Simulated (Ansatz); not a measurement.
**CsPbBr3: 5 runs along one coordinate**

System: CsPbBr3 (P4/mmm, 5 atoms in the cell).
Method: DFT PBEsol, scalar-relativistic, plane waves, PAW, no spin polarisation (Ansatz 0.2.0).

The 5 runs differ only in the geometry, by a strain of the cell at fixed fractional positions. Against run 3, the strain is εzz = η. The structure derives from an entry of the Crystallography Open Database.

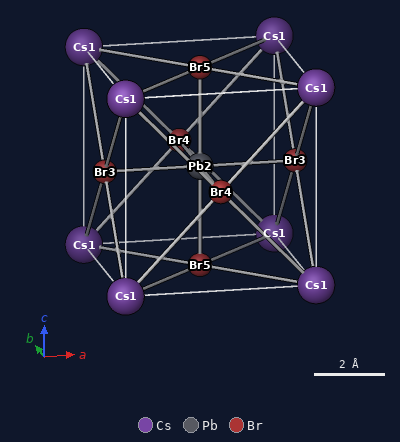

Figure 1. The structure of run 3 (ball-and-stick view of the cell of the calculation, seen slightly off an axis; atoms are numbered from 1 in the order of the input).

## Input of run 3
```yaml
crystal:
  lattice:
    - [5.5765, 0.0, 0.0]
    - [0.0, 5.5765, 0.0]
    - [0.0, 0.0, 5.87]
  atoms:
    - { symbol: Cs, position: [0.0, 0.0, 0.0] }
    - { symbol: Pb, position: [0.5, 0.5, 0.5] }
    - { symbol: Br, position: [0.0, 0.5, 0.5] }
    - { symbol: Br, position: [0.5, 0.0, 0.5] }
    - { symbol: Br, position: [0.5, 0.5, 0.0] }
basis:
  ecutwfc: 420
kpoints:
  mp_grid: { grid: [6, 6, 6] }
hamiltonian:
  xc: pbesol
scf:
  occupations: { method: gaussian, width: 0.05 }
output:
  forces: true
  stress: true
  eigenvalues: true
```

Lattice vectors (Å) and fractional positions of run 3:
```
   5.576500    0.000000    0.000000
   0.000000    5.576500    0.000000
   0.000000    0.000000    5.870000
Cs  0.000000  0.000000  0.000000
Pb  0.500000  0.500000  0.500000
Br  0.000000  0.500000  0.500000
Br  0.500000  0.000000  0.500000
Br  0.500000  0.500000  0.000000
```

Run 4 differs from it as follows:
```diff
-    - [0.0, 0.0, 5.87]
+    - [0.0, 0.0, 6.01675]
```

## Results, with one run withheld

```tsv
run	strain parameter η (%)	free energy per atom, from the lowest run given (meV)	pressure (GPa)	gap on the mesh (eV)
1	−5.0000	29.77	4.82	0.64
2	−2.5000	9.16	3.83	0.64
3	0.0000	0.00	3.04	0.62
4	2.5000	?	?	?
5	5.0000	5.06	1.94	0.58
```

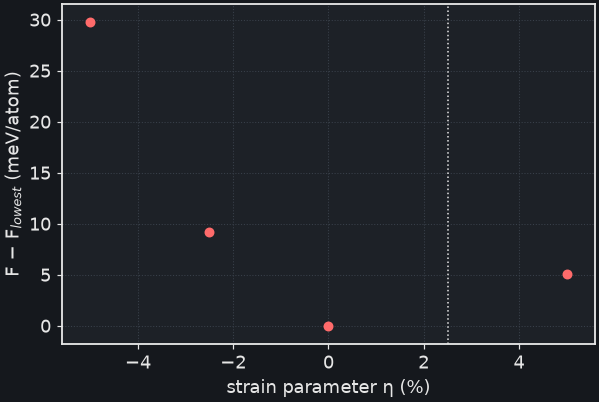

Figure 2. Free energy per atom of the runs given; the dotted line marks run 4.

What should run 4 give?

A quadratic polynomial in the coordinate, fitted to the 4 runs given, misses them by at most 0.80 meV per atom. With x = η + 0.6250, it reads F = 1.201 − 3.3268 x + 0.71655 x² (meV per atom). At run 4 it gives −2.20 meV per atom, and the run itself gives −0.61. The fit has its minimum at η = 1.6964 %. So low a polynomial doesn't follow these energies more closely. The gap on the mesh goes, without turning, from 0.64 eV in run 1 to 0.58 eV in run 5; run 4 has 0.60 eV. These are gaps of this functional on this mesh, which can miss the band edges; they aren't the measured gap.

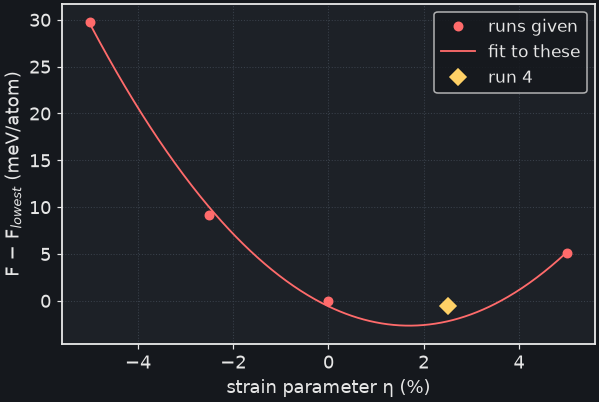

Figure 3. The fit and the withheld run.

## Output, shortened to warnings, some set-up lines, iterations and results (run 4)
```
Basis set: ecut = 420 eV, 3665 PW (Γ), exchange–correlation on 80×80×90 points (8 copies of the dense FFT grid, shifted against one another)
Symmetry: 16 space group operations
k-points: 40 of 216
Initial density: superposition of atomic densities (neutral atoms: chi_scale 0, normalization atom), corrected by the library's trained network
[...]
SCF iter   1: F=—  HF=-25556.251740 eV  |F-HF|=—  |Δ(HF+E_count)|=         —  Δρ=1.80e-3  dr2=9.56e-3  ethr=1.77e-3  ⟨swp⟩=8.1  Hψ=6017  notcnv=0
SCF iter   2: F=—  HF=-25556.250315 eV  |F-HF|=—  |Δ(HF+E_count)|=   1.43e-3  Δρ=8.62e-4  dr2=1.74e-3  ethr=2.17e-5  ⟨swp⟩=2.2  Hψ=2104  notcnv=0  defer=9
SCF iter   3: F=—  HF=-25556.250294 eV  |F-HF|=—  |Δ(HF+E_count)|=   2.10e-5  Δρ=2.23e-4  dr2=1.10e-4  ethr=3.96e-6  ⟨swp⟩=2.1  Hψ=1832  notcnv=0
SCF iter   4: F=—  HF=-25556.250344 eV  |F-HF|=—  |Δ(HF+E_count)|=   4.93e-5  Δρ=6.04e-5  dr2=9.52e-6  ethr=2.50e-7  ⟨swp⟩=2.1  Hψ=1829  notcnv=0
SCF iter   5: F=—  HF=-25556.250276 eV  |F-HF|=—  |Δ(HF+E_count)|=   6.79e-5  Δρ=1.56e-5  dr2=8.32e-7  ethr=2.16e-8  ⟨swp⟩=2.0  Hψ=1849  notcnv=0
SCF iter   6: F=-25556.250277 eV  HF=-25556.250277 eV  |F-HF|=4.33e-8  |Δ(HF+E_count)|=   1.06e-6  Δρ=3.26e-6  dr2=3.56e-8  ethr=2.27e-10  ⟨swp⟩=8.4  Hψ=5670  notcnv=0
SCF 1 converged in 6 iterations: F = -25556.250277 eV  dr2 = 3.56e-8
SCF converged after 6 iterations
Free energy (F): -25556.250277 eV
Harris-Foulkes:  -25556.250277 eV  (|F-HF|=4.33e-8)
Internal energy: -25556.250277 eV  (E = F + TS)
E sigma→0 (E₀):  -25556.250277 eV
Fermi energy:    5.304602 eV
--- Per-component energies (eV) ---
  E_band       = -215.294835
  E_kinetic    = 833.639038
  E_local      = -2582.849986  (includes V_loc(G=0)·N_el)
  E_nonlocal   = 595.744620
  E_hartree    = 949.701128
  E_xc         = -1178.942906
  E_vxc        = -573.517833  (∫ρ·V_xc dr)
  E_paw        = -21845.301969  (= ΣΔE_a)
  E_vpaw       = -387.715404  (= ΣTr[D̂ρ^β])
  E_aug_tail   = 0.000042  (compensation charges beyond the density's cutoff)
  E_ewald      = -2328.723331
  E_core_change = 0.483088  (= ΣΔE_core)
  E_smearing   = -0.000000  (= −TS)
  E_closure    = -0.000000  (closes the sum)
  Σ components = -25556.250277   (vs F -25556.250277, Δ=0.00e0)
--- Forces (eV/Å), atoms counted from 1 ---
  atom   1  Cs    -0.00000000    -0.00000000     0.00000000
  atom   2  Pb     0.00000000     0.00000000     0.00000000
  atom   3  Br     0.00000000     0.00000000     0.00000000
  atom   4  Br     0.00000000     0.00000000     0.00000000
  atom   5  Br     0.00000000     0.00000000     0.00000000
  max |Σ_I F_I| component: 9.96e-29 eV/Å
--- Stress (GPa, compression-positive) ---
        3.889740       0.000000       0.000000
        0.000000       3.889740       0.000000
        0.000000       0.000000      -0.502744
  P = ⅓ Tr σ = 2.4256 GPa (24.256 kbar)
```

Notes: Spin–orbit coupling is left out, which matters for Pb.
